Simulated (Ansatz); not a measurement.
Yb

The calculation's input:

```
crystal:
  lattice:
    - [3.2478930394, 0.0, 0.0]
    - [0.0, 3.2478930394, 0.0]
    - [0.0, 0.0, 3.2478930394]
  atoms:
    - { symbol: Yb, position: [0.0, 0.0, 0.0] }
hamiltonian:
  xc: r2scan
  pseudopotentials:
    kind: paw
    azcp:
      Yb: "pseudopotentials/Yb.paw.azcp"
basis:
  ecutwfc: 500
  fft_grid_basis: typed
kpoints:
  mp_grid: { grid: [11, 11, 11], shift: [0, 0, 0] }
magnetization:
  spin_polarized: false
scf:
  occupations: { method: fermi_dirac, width: 0.1 }
  lower_state_search: "off"
output:
  stress: true
  write_density: true
  write_potential: true
  elf: true
  volumetric_format: npy
```

Launched as:

```sh
ansatz run input.yaml --threads 1 --pin off --max-ram 3584MiB --backend cpu --events-out ev --progress --plain --runs-dir out
```

Below, planes, directions and counts refer to the conventional cell (a = 3.25 Å, b = 3.25 Å, c = 3.25 Å, α = 90.00°, β = 90.00°, γ = 90.00°).

Space group Pm-3m; set up as Yb, simple cubic; a generated structure, not necessarily the stable one; changed on purpose from its base cell (volume × 0.96); computed without spin polarisation; no Hubbard U on the f states and no spin–orbit coupling.

Theory: DFT, r2SCAN, plane waves (500 eV) with PAW, scalar-relativistic (Ansatz 0.2.0).

### Predict the valence pseudo-density and electron localisation function between the atoms.

Yb–Yb (3.25 Å): ρ at the midpoint is about 0.09 e/Å³; the ELF is about 0.05 at the midpoint (no shared electron pair shows on this line).

### Metal or insulator at this level of theory?

It is metallic or semimetallic at this level of theory: no gap opens.

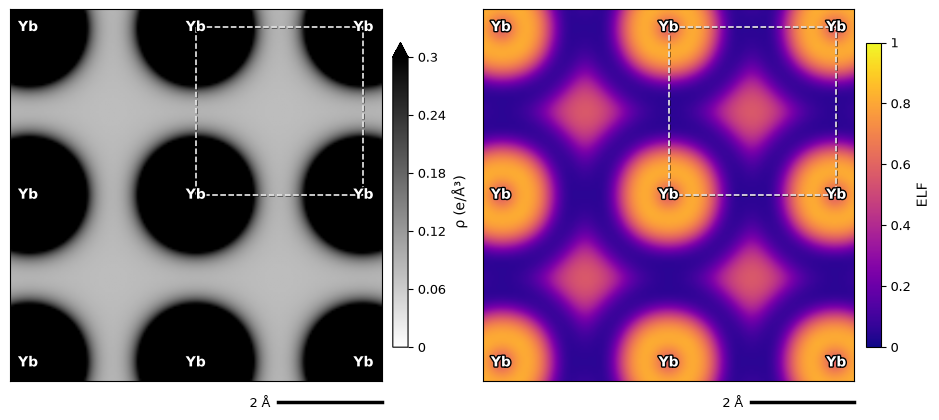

Computed valence pseudo-density and electron localisation function on the (100) plane of the conventional cell, in this order. 
